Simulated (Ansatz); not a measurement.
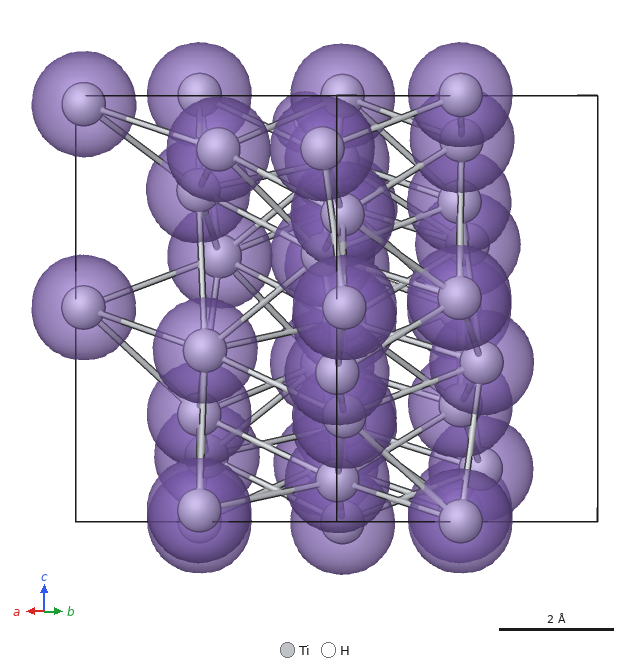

*Ti32H (cell with a defect). Isosurface of the valence charge density (pseudo) at 0.5 e/Å³ (purple), seen along [110]. Sticks mark near contacts.*

Computed without spin polarisation.

Level of theory: DFT PBE, scalar-relativistic, plane waves, PAW (Ansatz).

The density is the valence pseudo-density of a PAW calculation; it isn't the true density close to the nuclei.

Question: What does this surface tell about the bonding?

Answer: At this value the density breaks into separate islands; it holds about 75 % of the electrons treated as valence (semicore included). It bridges none of the near contacts. It is pinched off along the shortest Ti–H (1.86 Å), Ti–Ti (2.78 Å), Ti–Ti (2.83 Å) and Ti–Ti (2.87 Å) contacts. On the grid the lowest density along these lines, outside the cores, is 0.38 e/Å³ (Ti–H, 1.86 Å), 0.2 e/Å³ (Ti–Ti, 2.78 Å), 0.2 e/Å³ (Ti–Ti, 2.83 Å) and 0.18 e/Å³ (Ti–Ti, 2.87 Å).
